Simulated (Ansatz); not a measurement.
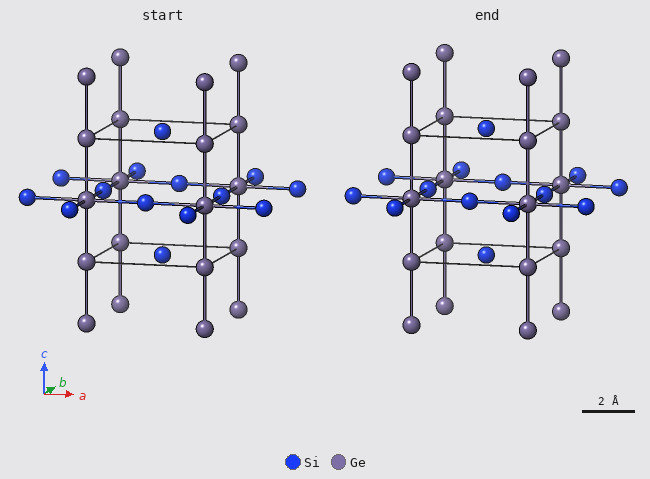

The structure of crystalline Si3Ge2 (a generated structure, set up in P4/mmm) before (left) and after (right) a relaxation, at one scale.

A ball-and-stick model of the cell of the calculation, seen slightly off an axis.

Level of theory: DFT PBE, scalar-relativistic, plane waves, PAW (Ansatz 0.2.0). Set-up: plane-wave cutoff 420 eV; k-point mesh 8 × 8 × 8; occupations gaussian; smearing width 0.1 eV; no spin polarisation; cell and atoms relaxed; force threshold 0.01 eV/Å; at most 80 steps.

Question: Describe what moved and what it gained.

Answer: No atom moves by more than 0.005 Å relative to the cell. Cell: a = b 4.787 → 4.710 Å (−1.6 %), c 4.869 → 4.993 Å (+2.5 %). Volume −0.7 %. Near-neighbour distances that change, for instance: Ge–Ge 2.435 → 2.497 Å, Ge–Si 2.393 → 2.355 Å. The space group stays P4/mmm (No. 123). After 4 accepted moves (5 points after the start) the energy has fallen by 5.6 meV per atom. All forces vanish by symmetry, so only the cell relaxes. The pressure goes from −0.66 to 0.00 GPa. The SCF was repeated once at an unchanged geometry on a basis and grid sized afresh for the cell, which shifted the energy by less than 0.05 meV per atom at most. The run took 74 s on 1 thread of Intel(R) Xeon(R) Platinum 8259CL CPU @ 2.50GHz (Skylake/Cascade Lake), on a shared host, peak memory 0.53 GiB.
